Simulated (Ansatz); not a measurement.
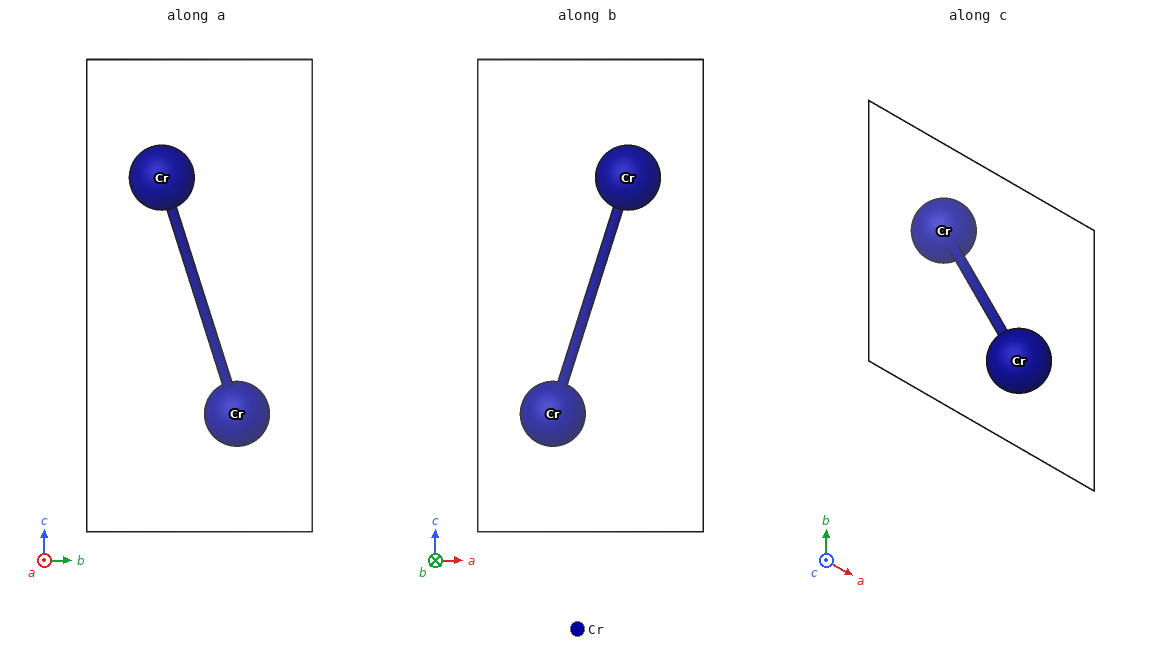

The crystal in a ball-and-stick representation, seen along the a axis, along the b axis and along the c axis. The lines enclose the conventional unit cell; boundary atoms appear with their images.

Lattice parameters: a = 2.5543 Å, b = 2.5543 Å, c = 4.6339 Å, α = 90.000°, β = 90.000°, γ = 120.000°.

> Transcribe the picture into a CIF with its space group and independent sites.

```cif
data_structure
_symmetry_space_group_name_H-M 'P 63/m m c'
_symmetry_Int_Tables_number 194
_cell_length_a 2.5543
_cell_length_b 2.5543
_cell_length_c 4.6339
_cell_angle_alpha 90.000
_cell_angle_beta 90.000
_cell_angle_gamma 120.000
_cell_volume 26.18
loop_
_atom_site_label
_atom_site_type_symbol
_atom_site_symmetry_multiplicity
_atom_site_Wyckoff_symbol
_atom_site_fract_x
_atom_site_fract_y
_atom_site_fract_z
_atom_site_occupancy
Cr1 Cr 2 c 0.3333 0.6667 0.2500 1
```

Its origin is a structure type filled with this element by a generator (whether the element takes this form wasn't checked). Earlier steps of the study may have refined or changed the cell and positions. Ansatz was used for an electronic-structure calculation on it.

At this level of theory the cell isn't at rest (stretched, at -23 GPa), so its distances can differ from those at equilibrium, the more so the softer the solid.
